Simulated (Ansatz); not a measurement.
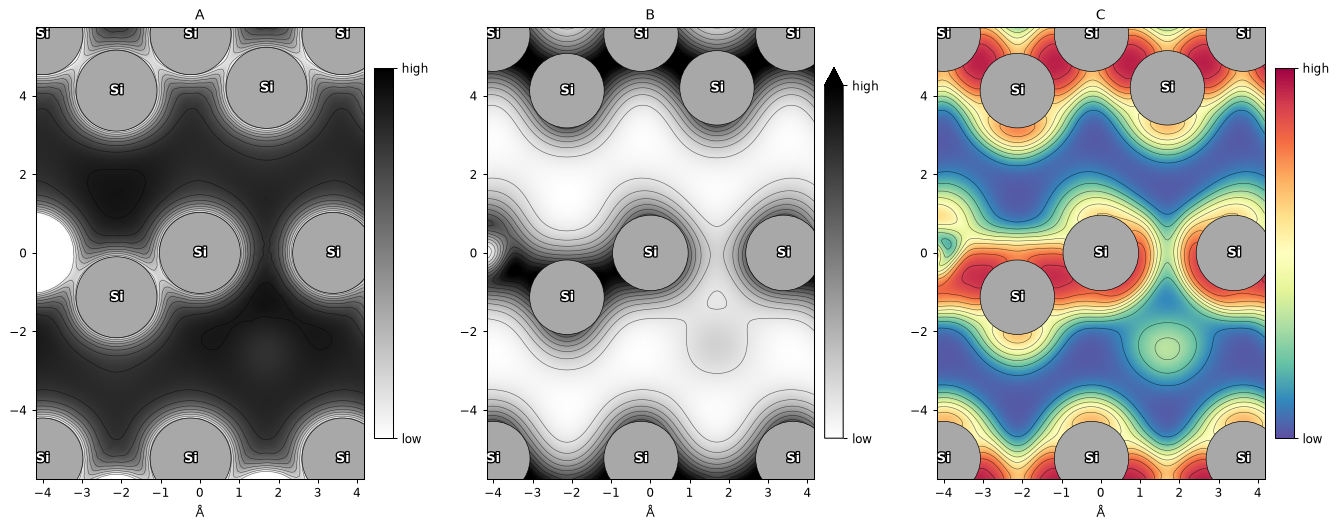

Si (cell charge −2, with a compensating background) (cell with a defect): 3 fields on the (011̄) plane of the calculation cell, with unlabelled colour scales. Grey discs cover the atomic cores.

Level of theory: DFT LDA, scalar-relativistic, plane waves, PAW in Ansatz.

Question: The panels show electron localisation function, electrostatic potential energy of an electron and valence pseudo-density in some order. Assign them.

Answer: Panel A: electrostatic potential energy of an electron (low next to the atoms, rising into the space between them). Panel B: valence pseudo-density. Panel C: electron localisation function. From the grid: Si–Si (2.37 Å): ρ is about 0.55 e/Å³ halfway; the ELF peaks at about 0.95 between the atoms.
